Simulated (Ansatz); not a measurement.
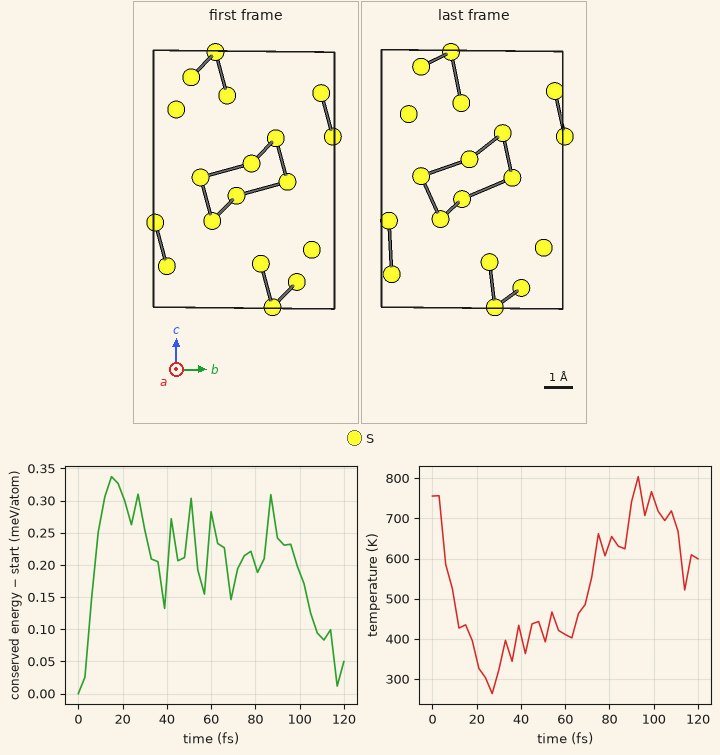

First-principles dynamics of an 18-atom cell of S (set up in R-3), 120 fs long. The picture is a ball-and-stick view of the simulation cell, seen along the a axis.

Level of theory: Ansatz, DFT PBE+D3(BJ), scalar-relativistic, plane waves, PAW. Settings: plane-wave cutoff 420 eV; k-point mesh 2 × 2 × 2; Fermi-Dirac smearing 0.0689 eV; volume 1.02 times that of the relaxed crystal; Langevin thermostat and barostat (NPT); set temperature 800 K; time step 3 fs; friction 0.02 per fs; target pressure 0 GPa.

Question: Check the integration.

Answer: The conserved quantity stays between 0 and 0.34 meV per atom of its start. A straight-line fit has a slope that amounts to −0.096 meV per atom over 120 fs (0.1 % of the mean kinetic energy), and the ripple about it is 0.4 % of the kinetic energy's fluctuation. With a drift under 2 % and a ripple under 7 %, the integration is accurate. Over the second half the temperature averages 621 K (spread ±111 K). The potential energy is still drifting at the end, so the run hasn't reached equilibrium. The potential energy in the second half lies on average 60.6 meV per atom above the first frame. The mean pressure there is −0.5 GPa. The volume ends +0.7 % from the start.
